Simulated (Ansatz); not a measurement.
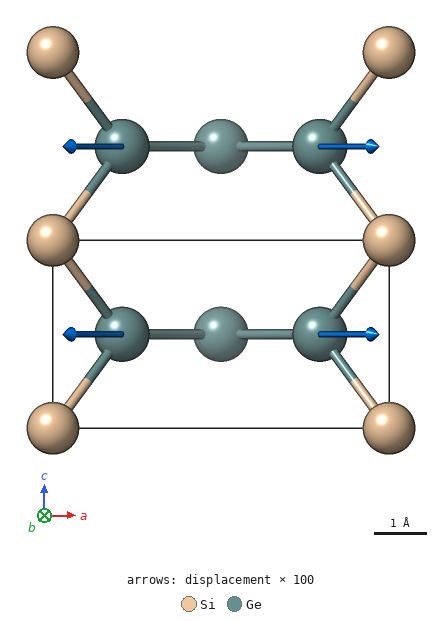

A relaxation of solid SiGe$_{5}$ (a generated structure, set up in P4/mmm) (coarse preliminary run). The starting structure is drawn; blue arrows show the displacements (the part carried along by the change of the cell is left out), magnified 100 times.

Style: ball-and-stick. Shown: the cell of the calculation, repeated 1 × 1 × 2 with one cell outlined, along the b axis.

Computed with DFT PBE, scalar-relativistic, plane waves, PAW (Ansatz 0.2.0).

Input file:
```yaml
crystal:
  lattice:
    - [6.4696992296, 0.0, 0.0]
    - [0.0, 6.4696992296, 0.0]
    - [0.0, 0.0, 3.6157052365]
  atoms:
    - { symbol: Si, position: [0.0, 0.0, 0.0] }
    - { symbol: Ge, position: [0.794116384, 0.794116384, 0.5] }
    - { symbol: Ge, position: [0.205883616, 0.205883616, 0.5] }
    - { symbol: Ge, position: [0.205883616, 0.794116384, 0.5] }
    - { symbol: Ge, position: [0.794116384, 0.205883616, 0.5] }
    - { symbol: Ge, position: [0.5, 0.5, 0.5] }
basis:
  ecutwfc: 420
kpoints:
  mp_grid: { grid: [4, 4, 6] }
hamiltonian:
  xc: pbe
scf:
  occupations: { method: gaussian, width: 0.1 }
  lower_state_search: "off"
output:
  forces: true
  stress: true
  eigenvalues: true
relax:
  adjacent_minimum: "off"
  f_tol: 0.04
  max_steps: 70
  cell: { stress_tol: 0.4 }
```

Command:
```bash
ansatz run input.yaml --threads 1 --pin off --max-ram 2560MiB --backend cpu --events-out ev --progress --plain --runs-dir out
```

Q: What happened in the run?

A: The largest moves relative to the cell, 0.016 Å, are those of Ge2, Ge3, Ge4 and Ge5. Ge3 goes along [−1 −1 0]. Si stays in place. Cell: a = b 6.470 → 6.447 Å (−0.3 %), c 3.616 → 3.678 Å (+1.7 %). Volume +1.0 %. Among the contacts that change: Ge2–Ge4 2.664 → 2.632 Å, Ge2–Ge6 2.691 → 2.698 Å, Si1–Ge2 2.611 → 2.616 Å. The space group stays P4/mmm (No. 123). Over 1 accepted move (2 points after the start) the energy falls by 11.6 meV per cell of the calculation. The largest force component goes from 0.092 to 0.024 eV/Å. The pressure goes from −0.02 to 0.17 GPa. At 1 point the geometry stayed and the basis and grid were re-selected for the new cell (energy shift of 0.2 meV per cell of the calculation at most each time). Cost: 36 s on 1 thread of Arm Neoverse V1 (shared host), peak memory 0.45 GiB.
